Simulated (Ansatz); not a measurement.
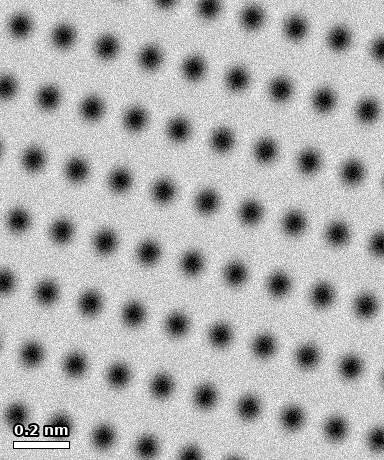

HRTEM-like image of Ti (Im-3m, No. 229). Simulated in the weak-phase-object approximation with neutral-atom potentials: 300 kV, Cs = 20 µm, defocus −75 Å (negative is underfocus), defocus spread 15 Å, aperture 1.36 1/Å. Shot noise was added. Structure: the geometry relaxed with Ansatz, DFT, PBE, plane waves (420 eV) with PAW, scalar-relativistic; the starting structure was generated, so it need not be a known form of this composition.

```
CELL_PARAMETERS angstrom
3.26024 0.00000 0.00000
0.00000 3.26024 0.00000
0.00000 0.00000 3.26024
ATOMIC_POSITIONS crystal
Ti 0.00000 0.00000 0.00000
Ti 0.50000 0.50000 0.50000
```

**Along which zone axis is the crystal seen: [221], [110], [210] or [111]? (Directions equivalent by symmetry count as one.)**

[110]. The projected cells are 0.77 × 2.31 Å, 90° for [221]; 1.63 × 2.31 Å, 90° for [110]; 1.46 × 1.79 Å, 114° for [210]; 2.66 × 2.66 Å, 120° for [111], and the image repeats as the [110] one does.
